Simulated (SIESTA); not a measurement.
## KMgF3: 7 runs along one coordinate

System: KMgF3 (Pm-3m, 5 atoms in the cell).
Method: Kohn-Sham DFT of a periodic cell, PBE, PseudoDojo 0.4 standard, converted to PSML, no spin polarisation (SIESTA 5.4.2).

The 7 runs differ only in the geometry, by an even scaling of the cell at fixed fractional positions. The structure derives from an entry of the Crystallography Open Database.

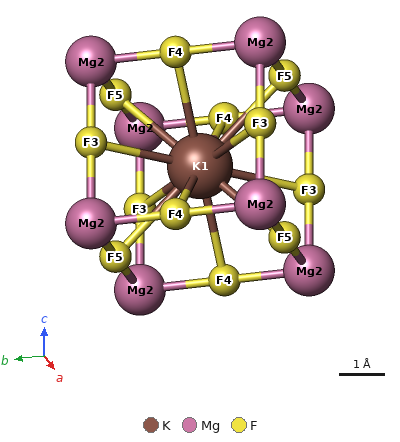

Figure 1. The structure of run 4 (ball-and-stick view of the cell of the calculation, seen at an oblique angle; atoms are numbered from 1 in the order of the input). An atom can appear more than once, as a periodic image.

## Input of run 4
```
SystemName                      KMgF3
SystemLabel                     KMgF3
NumberOfSpecies                 3
NumberOfAtoms                   5
%block ChemicalSpeciesLabel
  1  19 K
  2  12 Mg
  3   9 F
%endblock ChemicalSpeciesLabel

LatticeConstant                 1.0 Ang
%block LatticeVectors
     3.9859000000     0.0000000000     0.0000000000
     0.0000000000     3.9859000000     0.0000000000
     0.0000000000     0.0000000000     3.9859000000
%endblock LatticeVectors
AtomicCoordinatesFormat         Fractional
%block AtomicCoordinatesAndAtomicSpecies
     0.5000000000     0.5000000000     0.5000000000  1  K
     0.0000000000     0.0000000000     0.0000000000  2  Mg
     0.0000000000     0.0000000000     0.5000000000  3  F
     0.0000000000     0.5000000000     0.0000000000  3  F
     0.5000000000     0.0000000000     0.0000000000  3  F
%endblock AtomicCoordinatesAndAtomicSpecies

%block kgrid.MonkhorstPack
    7   0   0  0.0
    0   7   0  0.0
    0   0   7  0.0
%endblock kgrid.MonkhorstPack
XC.Functional                   GGA
XC.Authors                      PBE
PAO.BasisSize                   DZP
PAO.EnergyShift                 0.003 Ry
Mesh.Cutoff                     800 Ry
OccupationFunction              FD
ElectronicTemperature           0.05 eV
MaxSCFIterations                120
SCF.MustConverge                false
SCF.Mixer.Method                Pulay
SCF.Mixer.Weight                0.25
SCF.Mixer.History               8
SCF.DM.Tolerance                5.0e-05
SCF.H.Tolerance                 1.0e-03 eV
WriteForces                     true
Charge.Mulliken                 end
Charge.Hirshfeld                end
Charge.Voronoi                  end
SaveRho                         true
SaveElectrostaticPotential      true
%block PAO.Basis
  K 5
  n=3 0 2
    3.889 0.000
  n=4 0 2
    9.500 0.000
  n=3 1 2
    4.612 0.000
  n=4 1 1
    9.500
  n=3 2 1
    7.000
  Mg 4
  n=2 0 2
    2.604 0.000
  n=3 0 2
    8.245 0.000
  n=2 1 2
    2.943 0.000
  n=3 1 1
    8.245
%endblock PAO.Basis
```

Command:
```bash
siesta KMgF3.fdf > KMgF3.out 2>&1
```

Lattice vectors (Å) and fractional positions of run 4:
```
   3.985900    0.000000    0.000000
   0.000000    3.985900    0.000000
   0.000000    0.000000    3.985900
K   0.500000  0.500000  0.500000
Mg  0.000000  0.000000  0.000000
F   0.000000  0.000000  0.500000
F   0.000000  0.500000  0.000000
F   0.500000  0.000000  0.000000
```

Run 2 has the same physical settings and fractional positions; its lattice vectors (Å) are:
```
   3.932030    0.000000    0.000000
   0.000000    3.932030    0.000000
   0.000000    0.000000    3.932030
```

## Results, with one run withheld

| run | volume per atom (Å³) | free energy per atom, from the lowest run given (meV) | pressure (GPa) | gap on the mesh (eV) |
| --- | --- | --- | --- | --- |
| 1 | 11.905 | 46.41 | 10.99 | 7.76 |
| 2 | 12.159 | ? | ? | ? |
| 3 | 12.412 | 19.11 | 6.48 | 7.43 |
| 4 | 12.665 | 10.37 | 4.61 | 7.27 |
| 5 | 12.918 | 4.44 | 2.94 | 7.12 |
| 6 | 13.172 | 1.04 | 1.37 | 6.98 |
| 7 | 13.425 | 0.00 | −0.01 | 6.84 |

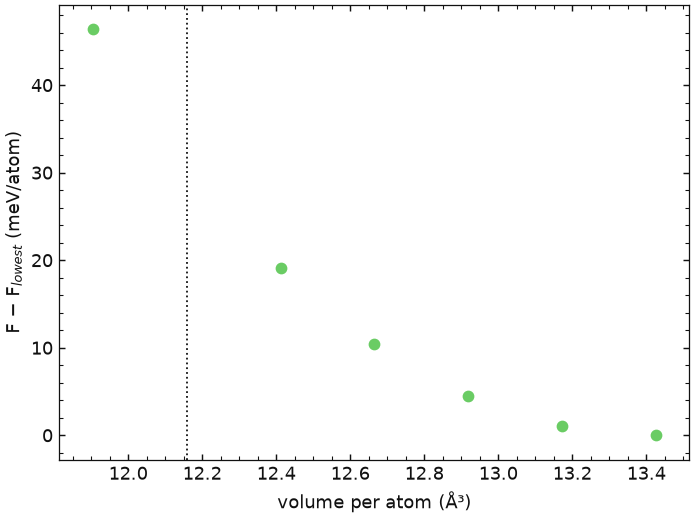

Figure 2. Free energy per atom of the runs given; the dotted line marks run 2.

Fit the runs given and predict run 2.

A cubic polynomial in V^(−2/3) (the Birch–Murnaghan form), fitted to the 6 runs given, misses them by at most 0.01 meV per atom. With x = V^(−2/3) − 0.18339 Å⁻², it reads F = 8.4993 + 2693.6 x + 2.1436e+05 x² + 1.6671e+05 x³ (meV per atom). At run 2 it gives 31.00 meV per atom, and the run itself gives 30.96. The slope of the fit gives a pressure −dF/dV of 8.58 GPa there, and the run prints 8.57 GPa. The fit has its minimum at 13.422 Å³ per atom, where V d²F/dV² gives 70.3 GPa: the bulk modulus at this level, since symmetry fixes the shape and the positions. The gap on the mesh goes, without turning, from 7.76 eV in run 1 to 6.84 eV in run 7; run 2 has 7.59 eV. These are gaps of this functional on this mesh, which can miss the band edges; they aren't the measured gap.

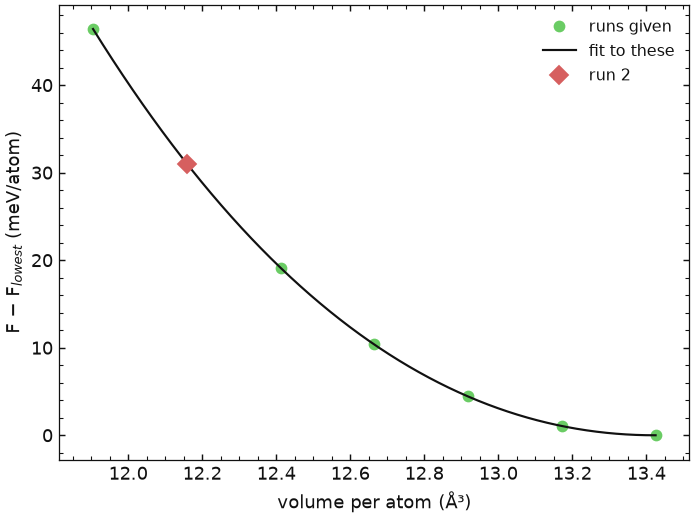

Figure 3. The fit and the withheld run.

## Some lines of the output (run 2)
```
[...]
outcell: Cell volume (Ang**3)        :     60.7926
stepf: Fermi-Dirac step function
siesta: Etot    =     -4452.869599
siesta: FreeEng =     -4452.869599
        iscf     Eharris(eV)        E_KS(eV)     FreeEng(eV)     dDmax    Ef(eV) dHmax(eV)
siesta: E_KS(eV) =            -4454.9934
siesta: E_KS - E_eggbox =     -4454.9934
siesta: Etot    =     -4454.993407
siesta: FreeEng =     -4454.993407
siesta:         Fermi =      -5.919211
siesta: Cell volume =         60.792560 Ang**3
    Orbital volume contribution        =           3.744246 eV
```

Notes: Points of doubt noted for this run: mulliken charges of long orbitals. With a small basis of atomic orbitals these values can differ much from converged plane-wave results.
